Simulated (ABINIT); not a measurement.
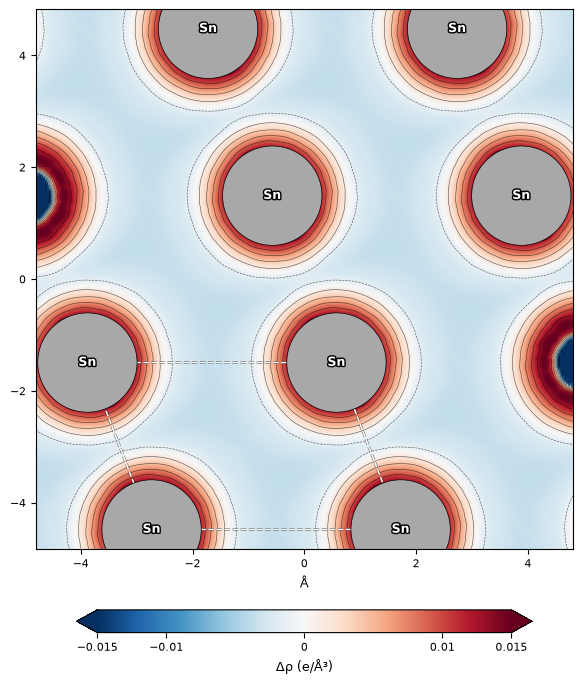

Sn. Difference of the valence pseudo-densities of two functionals at the same geometry, on the (11̄0) plane of the calculation cell: one of LDA and SOGGA less the other.

Both computed with ABINIT (plane waves, PAW), on the same k-point mesh. Grey discs cover the atomic cores.

**Which was subtracted from which, and what does the map show?**

It is LDA less SOGGA. Against SOGGA, LDA gives more density around Sn (+0.008 e/Å³ on average at 1.0 Å from the nucleus) and less density in the space between the atoms (−0.003 e/Å³ on average).
